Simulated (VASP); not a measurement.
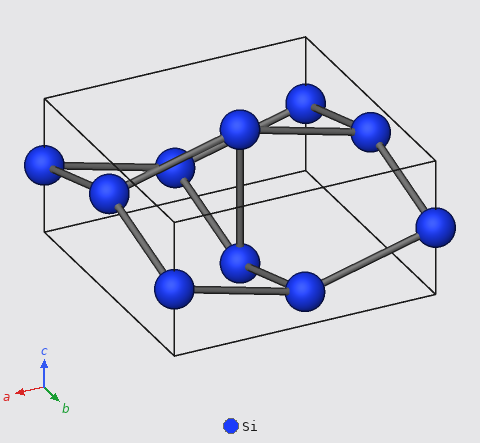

Si, space group I4_1/amd:1 (No. 141), a = 4.840 Å, b = 4.840 Å, c = 2.517 Å, α = 90.00°, β = 90.00°, γ = 90.00°

```csv
site,Wyckoff,x,y,z
Si,4b,0.0000,0.0000,0.5000
```

Origin: coordinates from a relaxation with VASP Kohn-Sham DFT of a periodic cell, PBEsol0, VASP PAW PBE potentials, recommended (VASP).

How is the cell volume shared among the sites in a plain Voronoi partition?

Answer.
```tsv
site	faces above 1 % of the sphere	volume (Å³)	solid angle by neighbour (%)
Si	10	14.74	Si 100
```

Weighted by multiplicity the volumes add up to the cell volume, 59.0 Å³.

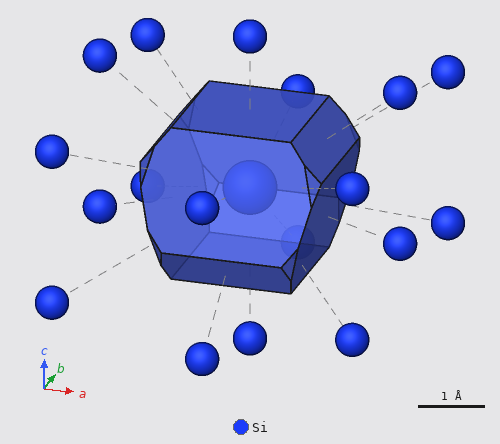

The computed Voronoi cell of Si, with the neighbours that bound it.
